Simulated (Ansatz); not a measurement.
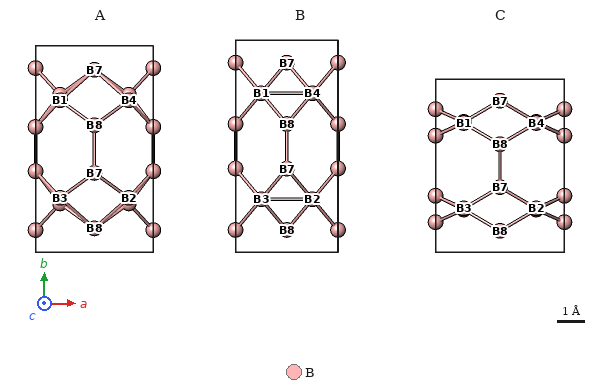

3 geometries from one relaxation of solid B (a generated structure, set up in Amm2) (coarse preliminary run), in shuffled order. A ball-and-stick model of the conventional cell (2 times the calculation's cell), seen along the c axis. Lengths and directions refer to the drawn axes.

Computed with DFT PBE, scalar-relativistic, plane waves, PAW (Ansatz). (plane-wave cutoff 420 eV; k-point mesh 4 × 6 × 6; occupations gaussian; smearing width 0.1 eV; no spin polarisation; cell and atoms relaxed; force threshold 0.04 eV/Å; at most 70 steps)

Question: Put them in the order of the run, from the start to the converged end.

Answer: C, A, B. They are steps 0, 5, 14, at +891 meV per atom, +173 meV per atom relative to the last. After 12 accepted moves (14 points after the start) the energy has fallen by 891 meV per atom. Largest force component: 3.8 eV/Å at the start, 0.0065 eV/Å at the end. The pressure goes from 21.38 to 0.07 GPa. At 2 points the geometry stayed and the basis and grid were re-selected for the new cell (energy shift of 7.8 meV per atom at most each time). The largest moves relative to the cell, 0.57 Å, are those of B atoms. The drawn cell changes as follows: a 4.831 → 3.841 Å (−20.5 %), b 6.488 → 7.944 Å (+22.4 %), c 4.482 → 3.910 Å (−12.8 %); the volume changes by −15.1 %. Near-neighbour distances that change, for instance: B–B 2.715 → 1.921 Å, B–B 2.514 → 1.789 Å, B–B 2.254 → 1.671 Å, B–B 2.241 → 1.955 Å. New bonds form: B–B (2.25 → 1.67 Å), B–B (2.51 → 1.79 Å). Bond angles that change, for instance: B–B–B 115.8° → 64.9°, B–B–B 144.4° → 100.0°, B–B–B 147.9° → 122.5°. The space group (tolerance 0.01 Å) goes from Amm2 (No. 38) to Fmmm (No. 69). Cost: 99 s on 1 thread of Arm Neoverse V1, on a shared host, peak memory 0.35 GiB.
